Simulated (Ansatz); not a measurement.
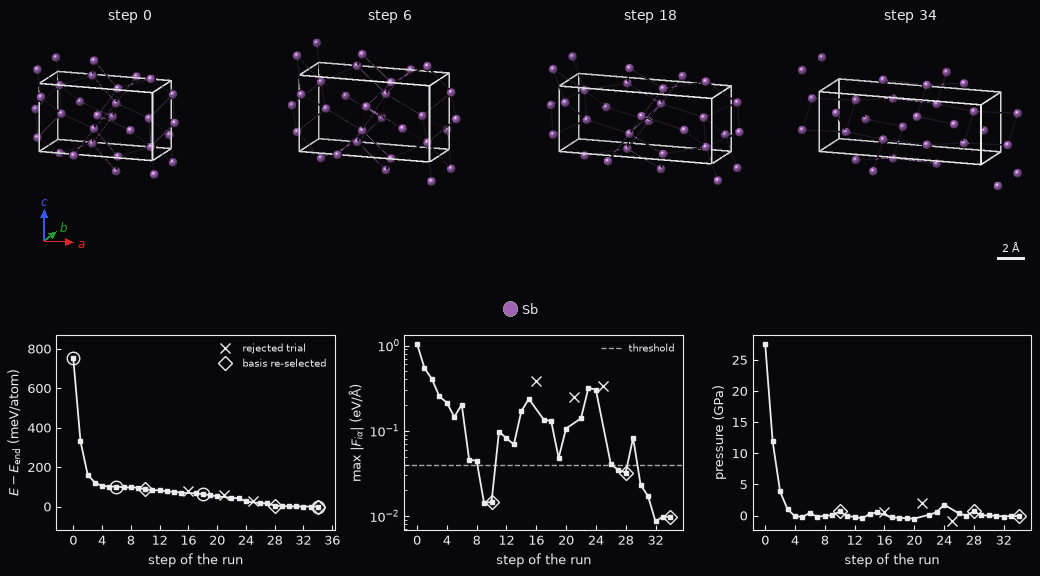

Frames of a relaxation of crystalline Sb (a generated structure, set up in Pnma) (coarse preliminary run), marked on the history of the run. The picture is a ball-and-stick view of the cell of the calculation, seen slightly off an axis.

These are results of DFT PBE, scalar-relativistic, plane waves, PAW (Ansatz), not measurements. Set-up: plane-wave cutoff 420 eV; k-point mesh 2 × 4 × 4; occupations gaussian; smearing width 0.1 eV; no spin polarisation; cell and atoms relaxed; force threshold 0.04 eV/Å; at most 70 steps.

What happens along the run?

Answer. Over 28 accepted moves (34 points after the start) the energy falls by 751 meV per atom. Largest force component: 1.1 eV/Å at the start, 0.0098 eV/Å at the end. Pressure: 27.62 GPa at the start and −0.07 GPa at the end. The line search rejected the trial steps at points 16, 21, 25 of the run. The SCF was repeated 3 times at an unchanged geometry on a basis and grid sized afresh for the cell, which shifted the energy by 11.4 meV per atom at most. The largest moves relative to the cell, 1.16 Å, are those of Sb atoms. Cell: a 8.976 → 12.817 Å (+42.8 %), b 4.153 → 4.404 Å (+6.0 %), c 5.215 → 4.584 Å (−12.1 %). Volume +33.1 %. Near-neighbour distances that change, for instance: Sb–Sb 2.791 → 4.812 Å, Sb–Sb 2.744 → 3.463 Å, Sb–Sb 2.763 → 2.969 Å, Sb–Sb 2.801 → 2.934 Å. Bonds break: Sb–Sb (2.79 → 4.81 Å). Bond angles that change, for instance: Sb–Sb–Sb 119.8° → 94.5°, Sb–Sb–Sb 84.8° → 94.5°. The space group stays Pnma (No. 62). Cost: 13 min on 1 thread of Arm Neoverse V1 (shared host), peak memory 0.63 GiB. From step 0 to 6: Sb atoms move most (0.33 Å), volume +36.4 %, energy −650 meV per atom. From step 6 to 18: Sb atoms move most (0.46 Å), volume −0.7 %, energy −37.8 meV per atom. From step 18 to 34: Sb atoms move most (0.89 Å), volume −1.7 %, energy −63.6 meV per atom.
